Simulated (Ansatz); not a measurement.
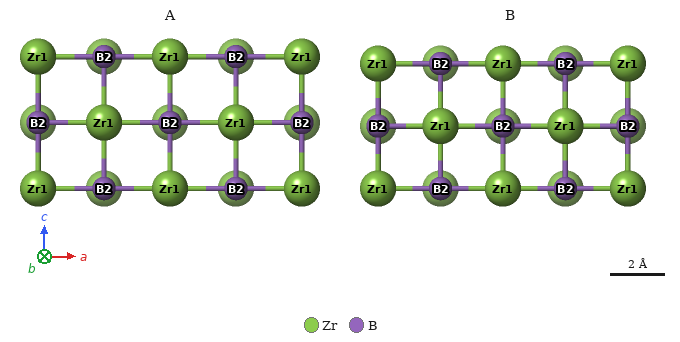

Two geometries of a crystal of ZrB (set up in Fm-3m) (coarse preliminary run), drawn at one scale. One is the start of a relaxation, the other its converged end. A ball-and-stick model of the conventional cell (4 times the calculation's cell), repeated 2 × 1 × 1 with one cell outlined, seen along the b axis. Lengths and directions refer to the drawn axes.

Level of theory: Ansatz 0.2.0, DFT r2SCAN, scalar-relativistic, plane waves, PAW. Settings: plane-wave cutoff 500 eV; k-point mesh 8 × 8 × 8; occupations gaussian; smearing width 0.1 eV; no spin polarisation; cell and atoms relaxed; force threshold 0.05 eV/Å; at most 80 steps.

Q: Which geometry has the lower energy?

A: Structure A is the relaxed one. The atoms keep their places relative to the cell (all moves are under 0.005 Å). The drawn cell changes as follows: a = b = c 4.650 → 4.911 Å (+5.6 %); the volume changes by +17.8 %. Some distances before and after: Zr1–Zr1 3.288 → 3.473 Å, Zr1–B2 2.325 → 2.456 Å. The space group stays Fm-3m (No. 225). After 3 accepted moves (4 points after the start) the energy has fallen by 0.452 eV per cell of the calculation. All forces vanish by symmetry, so only the cell relaxes. The pressure goes from 36.84 to 0.07 GPa. At 1 point the geometry stayed and the basis and grid were re-selected for the new cell (energy shift of 2.8 meV per cell of the calculation at most each time). Cost: 6.4 s on 2 threads of Intel(R) Xeon(R) Platinum 8259CL CPU @ 2.50GHz (Skylake/Cascade Lake), on a shared host, peak memory 0.46 GiB.
